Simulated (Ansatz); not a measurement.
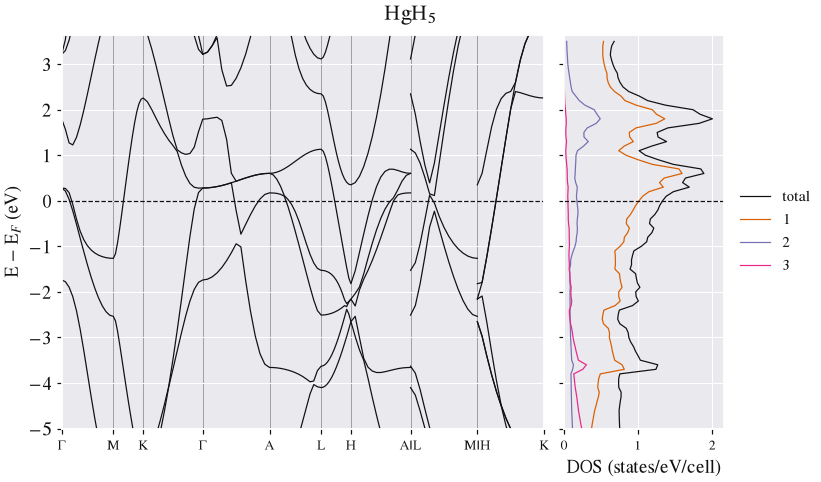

Band structure and density of states. Energies are counted from the Fermi level. The partial curves are projected on Löwdin-orthogonalised atomic shells.

The material is HgH₅, space group P6/mmm (No. 191), 6 atoms in the cell.

Method: DFT PBE, scalar-relativistic, plane waves, PAW, no spin polarisation, 12×12×14 k mesh (Ansatz).

> The numbered curves are projections. Which is which? The candidates: H 1s, Hg 5d, Hg 6s.

1 is H 1s; 2 is Hg 6s; 3 is Hg 5d.

> Metal, semiconductor or insulator?

A metal: 3 bands cross the Fermi level along this path.

The structure is an invented one, so it need not be a known or stable phase. Spin-orbit coupling is left out, which matters for Hg.
